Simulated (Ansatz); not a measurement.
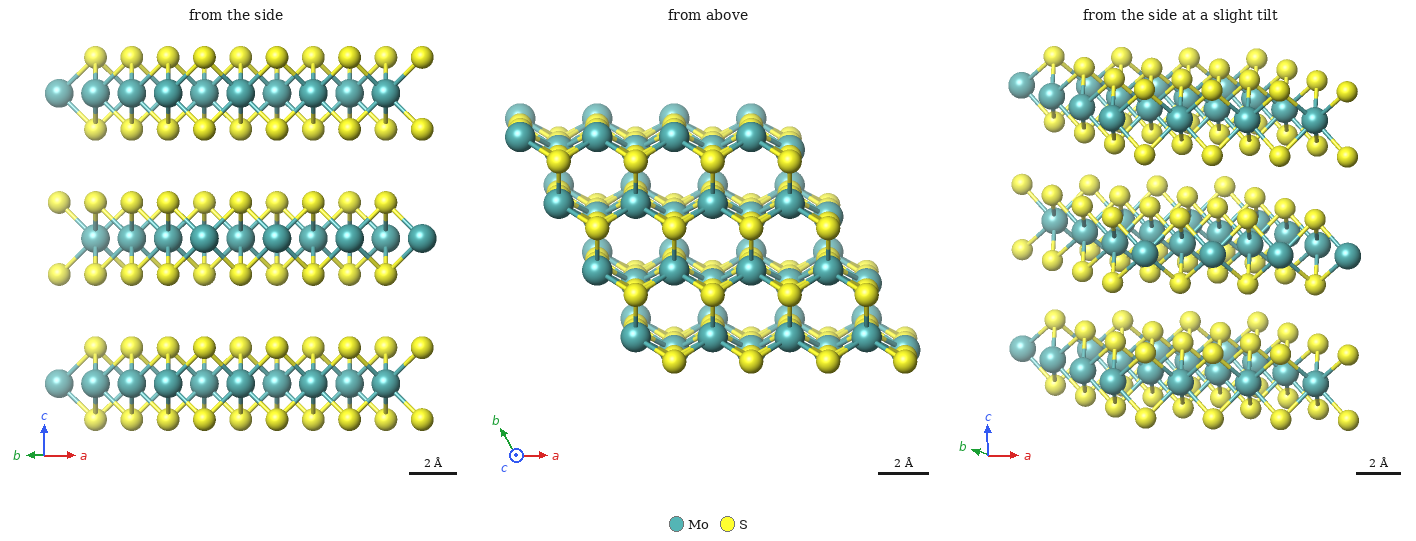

A ball-and-stick picture of a periodic slab, seen from the side, from above and from the side at a slight tilt. The surface normal points up in side views; the vacuum is left out. 4×4 cells are drawn in the plane, with atoms at the edges repeated.

The cell holds 3 Mo, 6 S.

Q: Name the terminations.

A: The top face ends in S, the bottom face in S. The two faces are alike.

Q: What is the slab's thickness, atom centre to atom centre?

A: About 16 Å from the lowest to the highest atom.

Q: Write the layer sequence, upper face first.

A: Nine planes: S / Mo / S / S / Mo / S / S / Mo / S.

It goes back to a structure listed in the Materials Project. The cell was then strained or its atoms displaced on purpose. Ansatz was used for an electronic-structure calculation on it.

At this level of theory the run's own cell isn't at rest (forces up to 1.0 eV/Å), so its distances can differ from those at equilibrium, the more so the softer the solid.
